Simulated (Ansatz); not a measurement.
HfSi$_{15}$ (charge −1): geometry relaxation (part 1 of 2)

System: HfSi$_{15}$ (defect cell, 16 atoms in the cell, total charge −1).
Method: DFT PBE, scalar-relativistic, plane waves, PAW, spin-polarised (Ansatz 0.2.0).

The structure derives from a Materials Project entry. It belongs to a series of runs on one base structure; here: Hf on a Si site (b), charge -1, atoms relaxed at the host's cell.

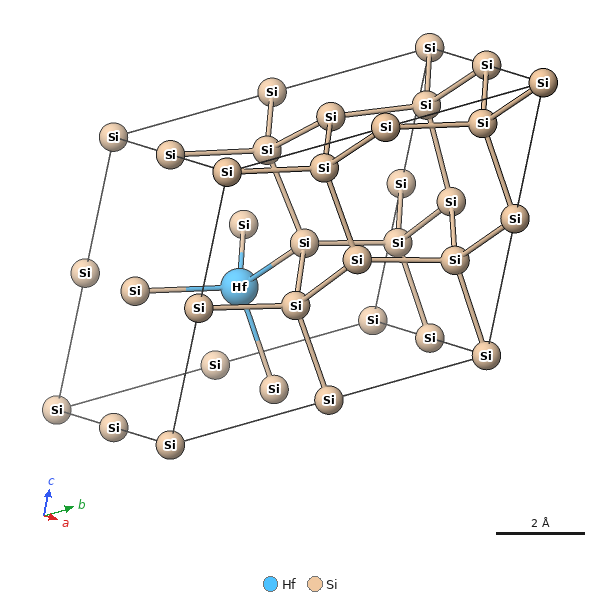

The input geometry (ball-and-stick view of the cell of the calculation, seen slightly off an axis). An atom can appear more than once, as a periodic image. Near neighbours in the periodic cell (some may lie outside the picture): Hf has 4 Si at 2.54 Å; Si has 4 Si at 2.33 to 2.36 Å; Si has 1 Hf at 2.54 Å and 3 Si at 2.33 Å.

**Input**
```yaml
crystal:
  lattice:
    - [0.0, 5.4700936587, -5.4700936587]
    - [5.4700936587, 5.4700936587, 0.0]
    - [5.4700936587, 0.0, -5.4700936587]
  atoms:
    - { symbol: Hf, position: [0.375, 0.375, 0.375], spin: 0.2 }
    - { symbol: Si, position: [0.372833788, 0.877166212, 0.372833788] }
    - { symbol: Si, position: [0.877166212, 0.372833788, 0.372833788] }
    - { symbol: Si, position: [0.877166212, 0.877166212, 0.372833788] }
    - { symbol: Si, position: [0.372833788, 0.372833788, 0.877166212] }
    - { symbol: Si, position: [0.372833788, 0.877166212, 0.877166212] }
    - { symbol: Si, position: [0.877166212, 0.372833788, 0.877166212] }
    - { symbol: Si, position: [0.875, 0.875, 0.875] }
    - { symbol: Si, position: [0.5089426083, 0.5089426083, -0.0268278248], spin: 0.2 }
    - { symbol: Si, position: [0.5012312556, -0.0004104185, -0.0004104185] }
    - { symbol: Si, position: [0.9995895815, 0.5012312556, -0.0004104185] }
    - { symbol: Si, position: [0.9995895815, -0.0004104185, -0.0004104185] }
    - { symbol: Si, position: [0.5089426083, 0.5089426083, 0.5089426083], spin: 0.2 }
    - { symbol: Si, position: [0.5089426083, -0.0268278248, 0.5089426083], spin: 0.2 }
    - { symbol: Si, position: [0.9731721752, 0.5089426083, 0.5089426083], spin: 0.2 }
    - { symbol: Si, position: [0.9995895815, -0.0004104185, 0.5012312556] }
  host:
    lattice:
      - [0.0, 2.7350468294, 2.7350468294]
      - [2.7350468294, 0.0, 2.7350468294]
      - [2.7350468294, 2.7350468294, 0.0]
    atoms:
      - { symbol: Si, position: [0.25, 0.25, 0.25] }
      - { symbol: Si, position: [0.0, 0.0, 0.0] }
total_charge: -1
basis:
  ecutwfc: 420
  xc_grid: 2
kpoints:
  mp_grid: { grid: [2, 2, 2], shift: [0.0, 0.0, 0.0] }
hamiltonian:
  xc: pbe
scf:
  occupations: { method: gaussian, width: 0.01 }
output:
  forces: true
  stress: false
  eigenvalues: true
  populations: true
  charged_corrections:
    defect_position: [0.375, 0.375, 0.375]
    epsilon: [[12.9823, 0.0, 0.0], [0.0, 12.9823, 0.0], [0.0, 0.0, 12.9823]]
  write_density: true
  write_potential: true
  elf: true
  volumetric_format: npy
magnetization:
  spin_polarized: true
relax:
  adjacent_minimum: "off"
  f_tol: 0.025
  max_steps: 45
```

Run on 4 threads of Arm Neoverse V1, 24 GiB of memory available, shared host.

Launched with:
```bash
ansatz run input.yaml --threads 4 --pin off --max-ram 10240MiB --backend cpu --events-out ev --progress --plain --runs-dir out
```

**The program's output**
```
Engine: ansatz 0.2.0, aarch64-unknown-linux-gnu
Pseudopotentials: kind: paw
Pseudopotential: Hf, paw, valence charge 26, recommended cutoff 420 eV (normal), Hf.paw.azcp
Pseudopotential: Si, paw, valence charge 4, recommended cutoff 420 eV (normal), Si.paw.azcp
Functional definition: PBE
  parameter kappa = 0.804
  parameter beta = 0.06672455060314922
  exchange = pbe_x(kappa = kappa, mu = beta*pi^2/3)
  correlation = pbe_c(beta = beta)
Crystal: 16 atoms, lattice volume = 327.351 Å³
Basis set: ecut = 420 eV, 6375 PW (Γ), exchange–correlation on 108×108×108 points (8 copies of the dense FFT grid, shifted against one another)
Bands: 60, of which v1, the nominal top of the filled ones, is band 44 counted from 1 (43 counted from 0)
Symmetry: 24 space group operations
Space group: F-43m (ITA 216), of the structure as read, at distance tolerance 6.9e-5 Å
Magnetic group: BNS 216.74 (UNI 1576), of the structure as read, at distance tolerance 6.9e-5 Å
k-points: 3 of 8
Non-local potential: Hf, projectors of the file, l = 0: 3, l = 1: 2, l = 2: 2, l = 3: 3
Non-local potential: Si, projectors of the file, l = 0: 2, l = 1: 2, l = 2: 2
PAW form: soft (Blöchl's): semilocal exchange-correlation on the pseudo side does not see the compensation charge
PAW one-centre angular grid: Hf, 590 points (default); XC on 64 Gauss nodes
PAW one-centre angular grid: Si, 110 points (default); XC on 64 Gauss nodes
Initial density: superposition of atomic densities (chi_scale 0.1, normalization cell, long waves kept (reshape's long-wave potential 0.04 eV rms))
Starting moments: Σ|m| = 1 μB on 5 of 16 sites
Initial wavefunctions: pseudopotential atomic-orbital guess
Functional: x = pbe(κ = 0.804, μ = 0.2195149727645171), c = pbe(β = 0.06672455060314922)
SCF iter   1: F=—  HF=-25238.300941 eV  |F-HF|=—  |Δ(HF+E_count)|=         —  Δρ=2.35e-2 (↑2.29e-2 ↓2.35e-2)  dr2=6.48e0  dr2_m=1.30e-2  M=0.250 μB ∫|m|=0.278 μB  β_m=0.30  ethr=3.10e-3  ⟨swp⟩=7.0  Hψ=1649  notcnv=0  defer=14
Mixer restart at iter 1: flushing history
preconditioner: auto → Kerker (q_TF=auto, 2.188 Å⁻¹)  [metal: Δε(μ)=0.011 eV  Ē_g=8.452 eV  σ=0.010 eV  W_gap=0.49  n_scr=58 (ndim 8)  ℏωp=18.2 eV  f_vac=0.000  D(μ)=27.93/eV (n_scr^D=330)]
spin=Collinear: Kerker preconditioning applied to the charge; magnetization (m = ρ↑ − ρ↓) channel mixes plain (no charge-response kernel on spin).
SCF iter   2: F=—  HF=-25242.486245 eV  |F-HF|=—  |Δ(HF+E_count)|=    4.19e0  Δρ=1.82e-2 (↑1.75e-2 ↓1.82e-2)  dr2=4.13e0  dr2_m=7.13e-3  M=0.250 μB ∫|m|=0.268 μB  β_m=0.65  ethr=3.10e-3  ⟨swp⟩=1.0  Hψ=414  notcnv=0  defer=14
preconditioner: auto → Resta (q_TF=auto, 2.188 Å⁻¹)  ε∞=5.6  [insulator: Δε(μ)=0.019 eV  Ē_g=8.536 eV  σ=0.010 eV  W_gap=0.64  n_scr=58 (ndim 8)  ℏωp=18.2 eV  f_vac=0.000  D(μ)=20.94/eV (n_scr^D=228)  ε∞_Penn≈5.6]
spin=Collinear: Resta preconditioning applied to the charge; magnetization (m = ρ↑ − ρ↓) channel mixes plain (no charge-response kernel on spin).
SCF iter   3: F=—  HF=-25247.335124 eV  |F-HF|=—  |Δ(HF+E_count)|=    4.85e0  Δρ=2.55e-3 (↑2.52e-3 ↓2.55e-3)  dr2=1.65e-1  dr2_m=9.27e-5  M=0.250 μB ∫|m|=0.258 μB  β_m=0.60  ethr=3.10e-3  ⟨swp⟩=2.5  Hψ=650  notcnv=0  defer=46
SCF iter   4: F=—  HF=-25247.249624 eV  |F-HF|=—  |Δ(HF+E_count)|=         —  Δρ=1.98e-3 (↑1.98e-3 ↓1.91e-3)  dr2=5.56e-2  dr2_m=6.78e-5  M=0.250 μB ∫|m|=0.260 μB  β_m=0.60  ethr=1.89e-4  ⟨swp⟩=3.3  Hψ=770  notcnv=0  defer=44
Mixer restart at iter 4: flushing history
SCF iter   5: F=—  HF=-25247.320602 eV  |F-HF|=—  |Δ(HF+E_count)|=   7.10e-2  Δρ=8.92e-4 (↑8.78e-4 ↓8.92e-4)  dr2=1.40e-2  dr2_m=1.10e-5  M=0.250 μB ∫|m|=0.259 μB  β_m=0.56  ethr=6.39e-5  ⟨swp⟩=2.7  Hψ=702  notcnv=0  defer=44
SCF iter   6: F=—  HF=-25247.331178 eV  |F-HF|=—  |Δ(HF+E_count)|=   1.06e-2  Δρ=6.45e-4 (↑6.45e-4 ↓6.38e-4)  dr2=6.50e-3  dr2_m=4.29e-6  M=0.250 μB ∫|m|=0.259 μB  β_m=0.67  ethr=1.61e-5  ⟨swp⟩=2.7  Hψ=696  notcnv=0  defer=44
SCF iter   7: F=—  HF=-25247.343360 eV  |F-HF|=—  |Δ(HF+E_count)|=   1.22e-2  Δρ=2.30e-4 (↑2.30e-4 ↓2.27e-4)  dr2=9.47e-4  dr2_m=3.94e-7  M=0.250 μB ∫|m|=0.259 μB  β_m=0.80  ethr=7.47e-6  ⟨swp⟩=3.0  Hψ=676  notcnv=0  defer=44
SCF iter   8: F=—  HF=-25247.344493 eV  |F-HF|=—  |Δ(HF+E_count)|=   1.13e-3  Δρ=5.30e-5 (↑5.30e-5 ↓5.23e-5)  dr2=7.24e-5  dr2_m=1.06e-8  M=0.250 μB ∫|m|=0.259 μB  β_m=0.90  ethr=1.09e-6  ⟨swp⟩=2.0  Hψ=612  notcnv=0  defer=44
SCF iter   9: F=-25247.344546 eV  HF=-25247.344547 eV  |F-HF|=1.96e-6  |Δ(HF+E_count)|=   5.48e-5  Δρ=1.07e-5 (↑1.07e-5 ↓1.05e-5)  dr2=4.43e-6  dr2_m=4.20e-10  M=0.250 μB ∫|m|=0.259 μB  ethr=1.80e-8  ⟨swp⟩=18.5  Hψ=3297  notcnv=0
SCF 1 converged in 9 iterations: F = -25247.344546 eV  dr2 = 4.43e-6
  greatest PAW one-centre occupation: 0.998 electrons in one spin orbital (limit 2), on the Hf atom at site 0 (counted from 0), in its partial waves of l = 0
relax step   1: F+E_penalty+E_count = -25247.34454554 eV  Δ(F+E_penalty+E_count) = +0.000e0 eV  max|allowed force component| = 5.971e-2 eV/Å  Δτ_max = 0.0000 Å  (9 SCF iters, dr2 threshold 1.56e-5 eV, accepted)
Initial density: handed on by an earlier stage of this run
Starting moments: Σ|m| = 1 μB on 5 of 16 sites; this step starts from the density that it was given
Initial wavefunctions: those handed on with the density
iter 1 solved again at ethr=1.13e-6 eV; its pass at ethr=3.10e-3 eV (dr2=9.84e-4 eV) is discarded
SCF iter   1: F=—  HF=-25247.346229 eV  |F-HF|=—  |Δ(HF+E_count)|=         —  Δρ=2.34e-4 (↑2.25e-4 ↓2.34e-4)  dr2=1.12e-3  dr2_m=1.91e-6  M=0.250 μB ∫|m|=0.259 μB  β_m=0.65  ethr=1.13e-6  ⟨swp⟩=2.7  Hψ=1098  notcnv=0  defer=44
preconditioner: auto → Resta (q_TF=auto, 2.188 Å⁻¹)  ε∞=5.5  [insulator: Δε(μ)=0.047 eV  Ē_g=8.555 eV  σ=0.010 eV  W_gap=0.67  n_scr=58 (ndim 8)  ℏωp=18.2 eV  f_vac=0.000  D(μ)=19.28/eV (n_scr^D=180)  ε∞_Penn≈5.5]
spin=Collinear: Resta preconditioning applied to the charge; magnetization (m = ρ↑ − ρ↓) channel mixes plain (no charge-response kernel on spin).
SCF iter   2: F=—  HF=-25247.346677 eV  |F-HF|=—  |Δ(HF+E_count)|=   4.48e-4  Δρ=1.13e-4 (↑1.08e-4 ↓1.13e-4)  dr2=1.99e-4  dr2_m=5.38e-7  M=0.250 μB ∫|m|=0.259 μB  β_m=0.65  ethr=1.13e-6  ⟨swp⟩=2.0  Hψ=484  notcnv=0  defer=44
SCF iter   3: F=—  HF=-25247.346919 eV  |F-HF|=—  |Δ(HF+E_count)|=   2.42e-4  Δρ=3.67e-5 (↑3.41e-5 ↓3.67e-5)  dr2=3.77e-5  dr2_m=6.00e-8  M=0.250 μB ∫|m|=0.259 μB  β_m=0.82  ethr=2.28e-7  ⟨swp⟩=2.2  Hψ=510  notcnv=0  defer=44
SCF iter   4: F=—  HF=-25247.346925 eV  |F-HF|=—  |Δ(HF+E_count)|=   5.78e-6  Δρ=2.33e-5 (↑2.33e-5 ↓2.30e-5)  dr2=6.19e-6  dr2_m=1.34e-9  M=0.250 μB ∫|m|=0.259 μB  β_m=0.67  ethr=4.34e-8  ⟨swp⟩=2.5  Hψ=632  notcnv=0  defer=44
SCF iter   5: F=—  HF=-25247.346922 eV  |F-HF|=—  |Δ(HF+E_count)|=   2.71e-6  Δρ=4.52e-6 (↑4.45e-6 ↓4.52e-6)  dr2=3.62e-7  dr2_m=6.35e-10  M=0.250 μB ∫|m|=0.259 μB  β_m=0.68  ethr=7.12e-9  ⟨swp⟩=2.0  Hψ=626  notcnv=0  defer=44
SCF iter   6: F=—  HF=-25247.346924 eV  |F-HF|=—  |Δ(HF+E_count)|=   2.02e-6  Δρ=2.53e-6 (↑2.53e-6 ↓2.53e-6)  dr2=2.45e-7  dr2_m=2.24e-10  M=0.250 μB ∫|m|=0.259 μB  β_m=0.84  ethr=4.16e-10  ⟨swp⟩=2.0  Hψ=626  notcnv=0  defer=44
SCF iter   7: F=—  HF=-25247.346924 eV  |F-HF|=—  |Δ(HF+E_count)|=   3.50e-7  Δρ=7.28e-7 (↑7.22e-7 ↓7.28e-7)  dr2=1.47e-8  dr2_m=2.26e-11  M=0.250 μB ∫|m|=0.259 μB  β_m=0.90  ethr=2.82e-10  ⟨swp⟩=2.3  Hψ=605  notcnv=0  defer=44
SCF iter   8: F=-25247.346924 eV  HF=-25247.346924 eV  |F-HF|=1.09e-10  |Δ(HF+E_count)|=   3.53e-9  Δρ=2.11e-7 (↑2.03e-7 ↓2.11e-7)  dr2=1.08e-9  dr2_m=1.06e-12  M=0.250 μB ∫|m|=0.259 μB  ethr=1.69e-11  ⟨swp⟩=12.7  Hψ=2325  notcnv=0
SCF 2 converged in 8 iterations: F = -25247.346924 eV  dr2 = 1.08e-9
relax step   2: F+E_penalty+E_count = -25247.34692428 eV  Δ(F+E_penalty+E_count) = -2.379e-3 eV  max|allowed force component| = 3.417e-2 eV/Å  Δτ_max = 0.0110 Å  (8 SCF iters, accepted)
SCF iter   1: F=—  HF=-25247.347320 eV  |F-HF|=—  |Δ(HF+E_count)|=         —  Δρ=6.84e-5 (↑6.59e-5 ↓6.84e-5)  dr2=8.03e-5  dr2_m=1.98e-7  M=0.250 μB ∫|m|=0.259 μB  β_m=0.65  ethr=1.14e-6  ⟨swp⟩=3.0  Hψ=859  notcnv=0  defer=44
preconditioner: auto → Resta (q_TF=auto, 2.188 Å⁻¹)  ε∞=5.6  [insulator: Δε(μ)=0.048 eV  Ē_g=8.546 eV  σ=0.010 eV  W_gap=0.67  n_scr=58 (ndim 8)  ℏωp=18.2 eV  f_vac=0.000  D(μ)=19.28/eV (n_scr^D=180)  ε∞_Penn≈5.6]
spin=Collinear: Resta preconditioning applied to the charge; magnetization (m = ρ↑ − ρ↓) channel mixes plain (no charge-response kernel on spin).
SCF iter   2: F=—  HF=-25247.347364 eV  |F-HF|=—  |Δ(HF+E_count)|=   4.47e-5  Δρ=3.37e-5 (↑3.20e-5 ↓3.37e-5)  dr2=2.08e-5  dr2_m=4.85e-8  M=0.250 μB ∫|m|=0.259 μB  β_m=0.65  ethr=9.23e-8  ⟨swp⟩=2.0  Hψ=477  notcnv=0  defer=44
SCF iter   3: F=—  HF=-25247.347395 eV  |F-HF|=—  |Δ(HF+E_count)|=   3.07e-5  Δρ=9.25e-6 (↑8.74e-6 ↓9.25e-6)  dr2=3.57e-6  dr2_m=2.64e-9  M=0.250 μB ∫|m|=0.259 μB  β_m=0.82  ethr=2.39e-8  ⟨swp⟩=2.3  Hψ=488  notcnv=0  defer=44
SCF iter   4: F=—  HF=-25247.347394 eV  |F-HF|=—  |Δ(HF+E_count)|=   5.75e-7  Δρ=6.67e-6 (↑6.67e-6 ↓6.63e-6)  dr2=6.32e-7  dr2_m=5.69e-11  M=0.250 μB ∫|m|=0.259 μB  β_m=0.66  ethr=4.10e-9  ⟨swp⟩=2.3  Hψ=631  notcnv=0  defer=44
SCF iter   5: F=—  HF=-25247.347394 eV  |F-HF|=—  |Δ(HF+E_count)|=   8.56e-8  Δρ=1.38e-6 (↑1.38e-6 ↓1.33e-6)  dr2=4.68e-8  dr2_m=4.79e-11  M=0.250 μB ∫|m|=0.259 μB  β_m=0.75  ethr=7.26e-10  ⟨swp⟩=2.0  Hψ=626  notcnv=0  defer=44
SCF iter   6: F=-25247.347395 eV  HF=-25247.347395 eV  |F-HF|=1.59e-8  |Δ(HF+E_count)|=   2.08e-7  Δρ=7.98e-7 (↑7.98e-7 ↓7.55e-7)  dr2=2.57e-8  dr2_m=2.18e-11  M=0.250 μB ∫|m|=0.259 μB  ethr=5.38e-11  ⟨swp⟩=11.3  Hψ=2320  notcnv=0
SCF 3 converged in 6 iterations: F = -25247.347395 eV  dr2 = 2.57e-8
relax step   3: F+E_penalty+E_count = -25247.34739455 eV  Δ(F+E_penalty+E_count) = -4.703e-4 eV  max|allowed force component| = 1.420e-3 eV/Å  Δτ_max = 0.0038 Å  (6 SCF iters, accepted)
```

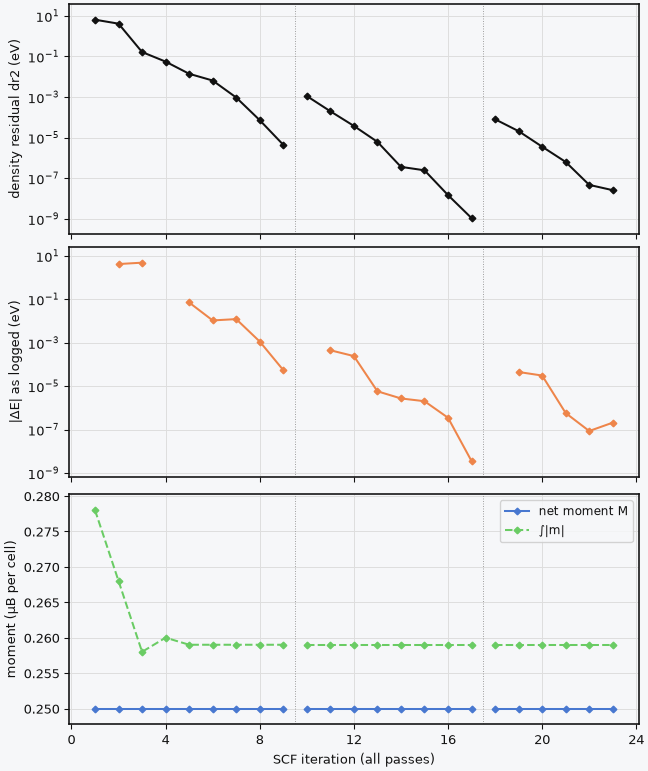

Convergence of the self-consistent field: density residual dr2, size of the energy change and magnetic moment against the SCF iteration. The dotted lines part the SCF passes of the relaxation: geometry steps, rejected trials and re-solves on a re-selected basis. The passes take 9, 8 and 6 iterations. The net moment stays at 0.2 μB per cell.

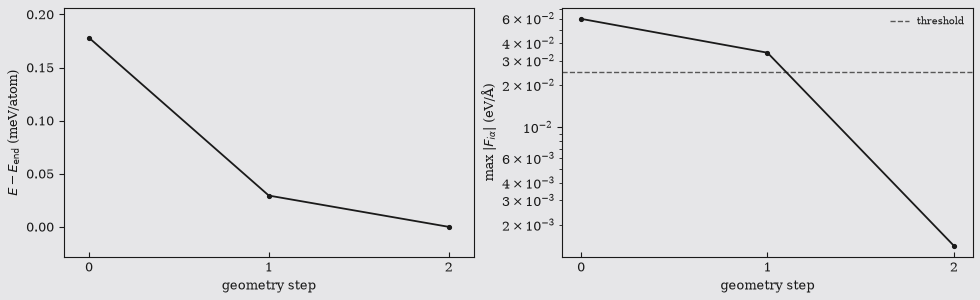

Progress of the relaxation, step by step (the first geometry is step 0 here and step 1 in the log). After 2 geometry steps the energy has fallen by 0.2 meV per atom. The largest force component goes from 0.06 to 0.0014 eV/Å. The largest moves, 0.007 Å, are those of Si9, Si13, Si14 and Si15. Hf stays in place. The cell stays as it was. Distances before and after: Hf1–Si13 2.538 → 2.531 Å, Si8–Si10 2.361 → 2.367 Å. (Atoms are counted from 1 in the order of the input.)

```
SCF converged after 6 iterations
Magnetization: 0.2500 μB (43.6250 up, 43.3750 down)
Absolute magnetization: 0.2588 μB (∫|ρ↑−ρ↓|, with the PAW one-centre terms)
Spin contamination: 0.0001 ħ² per cell (⟨S²⟩ above its minimum at these occupations)
Per-site moments (μB) at R_I (Å): [(0.0021766427031375962, 1.04399334619386), (0.004554413868177897, 0.9623438067462052), (0.004554413868177914, 0.9623438067462052), (0.004554413868177974, 0.9623438067462056), (0.0045544138681780245, 0.9623438067462052), (0.0045544138681778345, 0.9623438067462056), (0.004554413868177843, 0.9623438067462056), (0.004190539352617164, 0.9765329957492049), (0.003976992143347807, 0.9623438067462056), (0.007177229818855313, 0.9722252532067596), (0.007177229818855612, 0.9722252532067603), (0.007177229818855555, 0.9722252532067603), (0.0039769921433479155, 0.9623438067462052), (0.003976992143347847, 0.9623438067462056), (0.003976992143347722, 0.9623438067462058), (0.00717722981885516, 0.9722252532067603)]
Free energy (F): -25247.347395 eV
Harris-Foulkes:  -25247.347395 eV  (|F-HF|=1.59e-8)
Internal energy: -25247.346430 eV  (E = F + TS)
E sigma→0 (E₀):  -25247.346912 eV
Entropy (-TS):   -0.000964 eV (-0.060 meV/atom)
Fermi energy:    7.821907 eV
```
